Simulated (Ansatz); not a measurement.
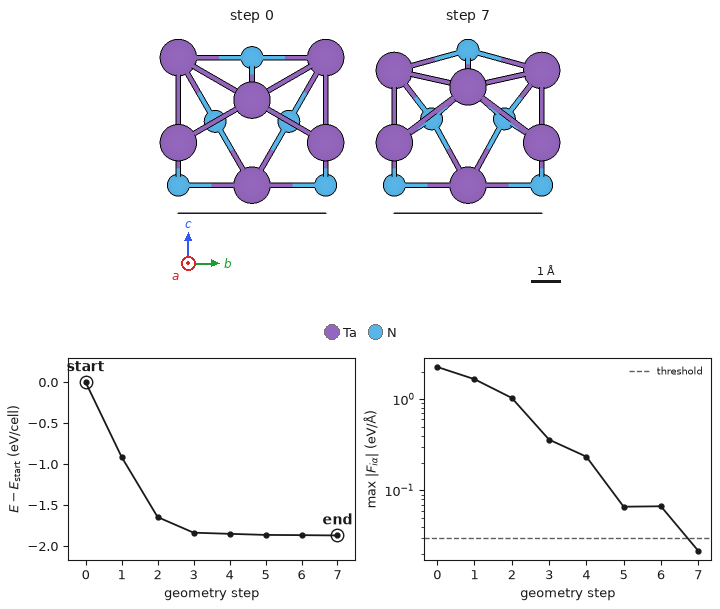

First and last geometry of a constrained relaxation of a slab of composition TaN (cut from the P6/mmm phase), with the history of the run. A ball-and-stick model of the cell of the calculation, outlined in the plane, without the vacuum (origin shifted), seen along the a axis.

Case: clean slab, lower half held. The slab is the (1 0 0) face of TaN. 6 atoms are held fixed.

These are results of DFT PBE+D3(BJ), scalar-relativistic, plane waves, PAW (Ansatz), not measurements. Set-up: plane-wave cutoff 420 eV; k-point mesh 5 × 6 × 1; occupations gaussian; smearing width 0.1 eV; no spin polarisation; dipole correction; atoms relaxed in a fixed cell; force threshold 0.03 eV/Å; at most 70 steps.

Q: Did the run converge, and what did it change?

A: It converged. The energy falls by 1.868 eV per cell of the calculation in 7 geometry steps. Largest force component: 2.3 eV/Å at the start, 0.022 eV/Å at the end. The largest moves, 0.47 Å, are those of Ta atoms. By element the largest moves are Ta 0.47 Å, N 0.26 Å. The cell doesn't change. Some distances before and after: N–Ta 2.608 → 2.164 Å, Ta–Ta 3.344 → 3.772 Å, Ta–Ta 3.344 → 2.942 Å, Ta–Ta 3.344 → 3.043 Å. Bond angles that change, for instance: Ta–N–Ta 180.0° → 149.3°, Ta–N–Ta 90.0° → 79.8°, Ta–N–Ta 90.0° → 99.5°. Cost: 9.7 min on 2 threads of Intel(R) Xeon(R) Processor @ 2.50GHz (Skylake/Cascade Lake), with other jobs on the host, peak memory 1.3 GiB.
